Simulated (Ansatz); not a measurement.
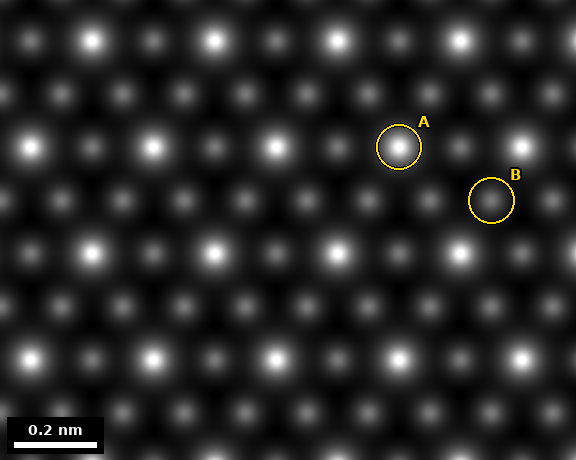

Map of the projected electrostatic potential of Mo (R-3m, No. 166) along [001]. Computed as the sum of neutral-atom potentials (tabulated electron scattering factors, B = 0.3 Å²) projected along the beam and smoothed by 0.25 Å; brighter is more positive. The display is stretched by a gamma of 0.7; percentages refer to the linear signal. Structure: the end point of a relaxation with Ansatz, DFT PBE, scalar-relativistic, plane waves, PAW; the starting structure was generated, so it need not be a known form of this composition.

```
Mo
1.0
     5.17112    0.00000    0.00000
    -2.58556    4.47832    0.00000
     0.00000    0.00000   12.78020
Mo
18
Direct
  0.00000 0.00000 0.00000
  0.16667 0.83333 0.83333
  0.16667 0.33333 0.83333
  0.66667 0.83333 0.83333
  0.66667 0.33333 0.96517
  0.66667 0.33333 0.70150
  0.66667 0.33333 0.33333
  0.83333 0.16667 0.16667
  0.83333 0.66667 0.16667
  0.33333 0.16667 0.16667
  0.33333 0.66667 0.29850
  0.33333 0.66667 0.03483
  0.33333 0.66667 0.66667
  0.50000 0.50000 0.50000
  0.50000 0.00000 0.50000
  0.00000 0.50000 0.50000
  0.00000 0.00000 0.63183
  0.00000 0.00000 0.36817
```

**Which atoms make up the marked columns?**

A: Mo (3 Mo per 12.78 Å along the beam; the brightest kind). B: Mo (1 Mo per 12.78 Å along the beam; about 30 % of the brightest peak). Brightness is counted from the darkest point of the image.
